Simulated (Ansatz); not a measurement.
Read the following structure.

```yaml
crystal:
  lattice:
    - [3.14578, 0.00000, 0.00000]
    - [-1.57289, 2.72432, 0.00000]
    - [0.00000, 0.00000, 33.90684]
  atoms:
    - { symbol: W, position: [0.33333, 0.66667, 0.75000] }
    - { symbol: W, position: [0.33333, 0.66667, 0.25000] }
    - { symbol: S, position: [0.63121, 0.30738, 0.70379] }
    - { symbol: S, position: [0.66667, 0.33333, 0.20379] }
    - { symbol: S, position: [0.66667, 0.33333, 0.29621] }
    - { symbol: S, position: [0.70212, 0.35929, 0.79621] }
```

**Describe what this structure looks like.**

It has the composition WS2. With Z = 2, the cell contains 2 W, 4 S. The polyhedra are WS6 trigonal prisms; they share edges. W sits among six S in a distorted trigonal prismatic arrangement at 2.33 to 2.47 Å. S bonds to three W in a trigonal pyramidal arrangement at 2.33 to 2.47 Å. Not all metal-metal contacts are counted. The bonds build WS2 layers parallel to (001).

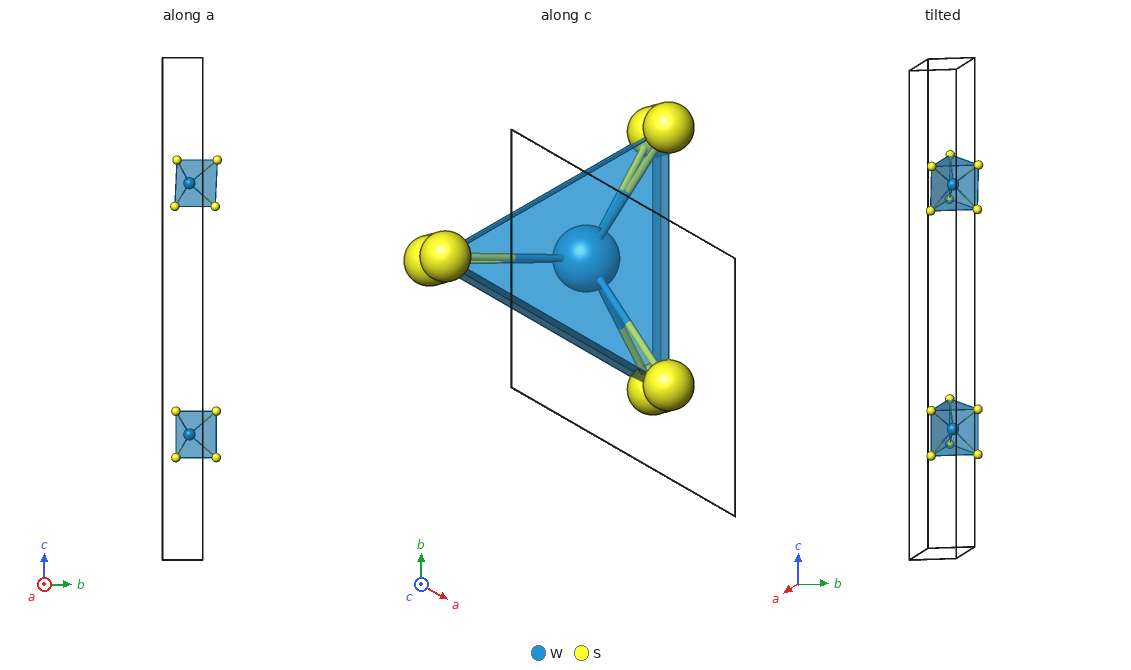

View along the a axis, along the c axis and slightly off an axis, drawn as a polyhedral model. The parallelepiped is the simulation cell. Some atoms of the next cells are drawn as well.

The cell started as a structure listed in the Materials Project. The cell was then strained or its atoms displaced on purpose. It was the input of a calculation with Ansatz.

At this level of theory the cell isn't at rest (forces up to 0.8 eV/Å), so its distances can differ from those at equilibrium, the more so the softer the solid.
